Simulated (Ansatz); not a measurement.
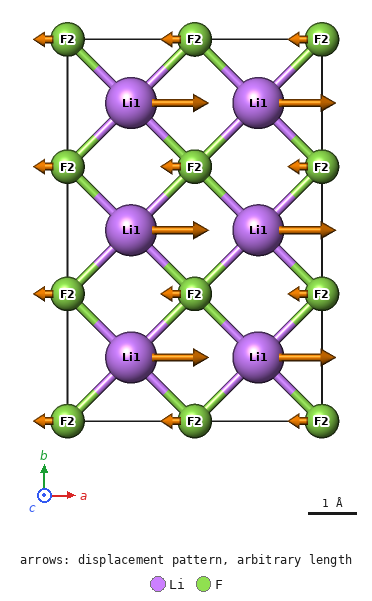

One vibrational mode of a free-standing layer of LiF (a generated structure) at the zone centre. The orange arrows are the displacements of the atoms (eigenvector over the root of the mass), of arbitrary overall length and sign. The picture is a ball-and-stick view of the 2 × 3 repeat of the cell, outlined in the plane, without the vacuum, seen along the c axis.

Method: DFT PBE, scalar-relativistic, plane waves, PAW in Ansatz.

Input file:
```yaml
crystal:
  lattice:
    - [2.6961047802, 0.0, 0.0]
    - [0.0, 2.6961047802, 0.0]
    - [0.0, 0.0, 23.8]
  atoms:
    - { symbol: Li, position: [0.5, 0.5, 0.2941176471] }
    - { symbol: F, position: [0.0, 0.0, 0.2941176471] }
  periodic: [true, true, false]
basis:
  ecutwfc: 420
kpoints:
  mp_grid: { grid: [8, 8, 1] }
hamiltonian:
  xc: pbe
scf:
  occupations: { method: fixed }
output:
  eigenvalues: true
phonons:
  method: dfpt
  eigenvectors: true
  qmesh: [2, 2, 1]
  temperatures: { t_max: 1000, t_step: 100 }
  qpath:
    path:
      - [[0.0, 0.0, 0.0], [0.0, 0.5, 0.0], [0.5, 0.5, 0.0], [0.0, 0.0, 0.0], [0.0, 0.0, 0.5], [0.0, 0.5, 0.5], [0.5, 0.5, 0.5], [0.0, 0.0, 0.5]]
      - [[0.0, 0.5, 0.0], [0.0, 0.5, 0.5]]
      - [[0.5, 0.5, 0.0], [0.5, 0.5, 0.5]]
    npoints: 8
```

Run as
```bash
ansatz run input.yaml --threads 1 --pin off --max-ram 2048MiB --backend cpu --events-out ev --progress --plain --runs-dir out
```

Frequencies are those without the non-analytic (LO–TO) term.

Question: Give the symmetry, activity and frequency of this mode.

Answer: This is the E_u mode (doubly degenerate; one member of the set is drawn) at 53.1 meV, the lowest optical level, infrared-active by symmetry. The Li sublattice moves against the F sublattice, along a of the drawn cell; the kinetic energy is shared as Li 73 %, F 27 %.
